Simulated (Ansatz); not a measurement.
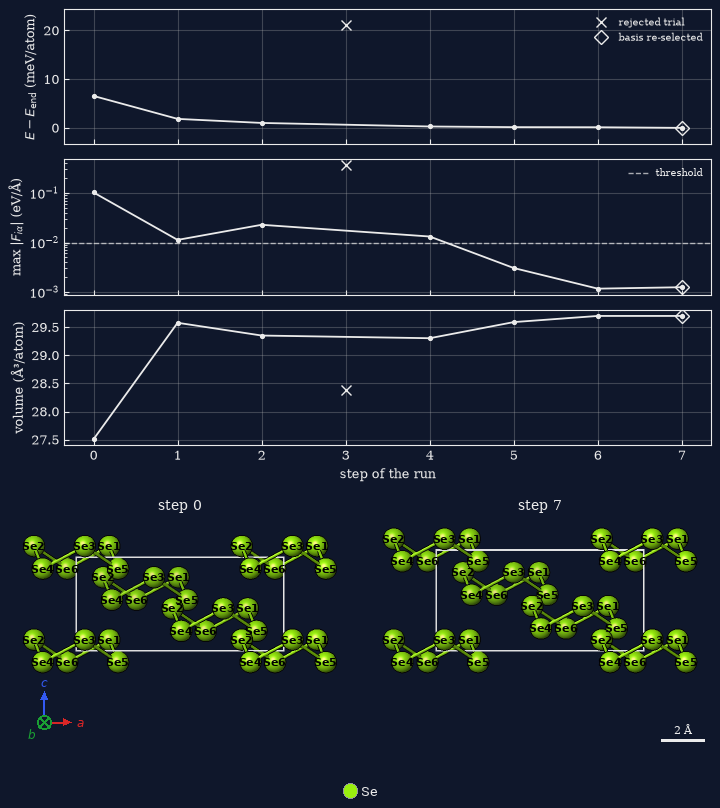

First and last geometry of a relaxation of crystalline Se (set up in R-3), with the history of the run. The picture is a ball-and-stick view of the conventional cell (3 times the calculation's cell), seen along the b axis. Lengths and directions refer to the drawn axes.

Phase: rhombohedral Se6.

The calculation used Ansatz, DFT, r2SCAN, plane waves (500 eV) with PAW, scalar-relativistic.

Input
```yaml
crystal:
  lattice:
    - [5.6809998619, 3.2799267995, 1.47633]
    - [-5.6809998619, 3.2799267995, 1.47633]
    - [0.0, -6.5598535991, 1.47633]
  atoms:
    - { symbol: Se, position: [0.28066, 0.16251, 0.91818] }
    - { symbol: Se, position: [0.91818, 0.28066, 0.16251] }
    - { symbol: Se, position: [0.16251, 0.91818, 0.28066] }
    - { symbol: Se, position: [0.71934, 0.83749, 0.08182] }
    - { symbol: Se, position: [0.08182, 0.71934, 0.83749] }
    - { symbol: Se, position: [0.83749, 0.08182, 0.71934] }
hamiltonian:
  xc: r2scan
  pseudopotentials:
    kind: paw
    azcp:
      Se: "pseudopotentials/Se.paw.azcp"
basis:
  ecutwfc: 500
  fft_grid_basis: typed
kpoints:
  mp_grid: { grid: [4, 4, 4], shift: [0, 0, 0] }
magnetization:
  spin_polarized: false
scf:
  occupations: { method: fermi_dirac, width: 0.05 }
relax:
  max_steps: 60
  f_tol: 0.01
  cell: {}
```

Run as
```bash
ansatz run input.yaml --threads 1 --pin off --max-ram 3584MiB --backend cpu --events-out ev --progress --plain --runs-dir out
```

### Read the history and describe the run.

It converged. After 5 accepted moves (7 points after the start) the energy has fallen by 6.6 meV per atom. The largest force component goes from 0.1 to 0.0013 eV/Å. The pressure goes from 1.18 to 0.00 GPa. The line search rejected the trial step at point 3 of the run. The SCF was repeated once at an unchanged geometry on a basis and grid sized afresh for the cell, which shifted the energy by 0.1 meV per atom at most. The largest moves relative to the cell, 0.048 Å, are those of Se1, Se2, Se3, Se4, Se5 and Se6. Se6 goes roughly along [1 1 3]. The volume changes by +8.0 %, with a = b 11.362 → 11.368 Å (0.0 %), c 4.429 → 4.777 Å (+7.9 %). Some distances before and after: Se1–Se5 2.356 → 2.366 Å. The space group stays R-3 (No. 148). The run took 3.4 min on 1 thread of Intel(R) Xeon(R) Platinum 8259CL CPU @ 2.50GHz (Skylake/Cascade Lake), on a shared host, peak memory 1.2 GiB.
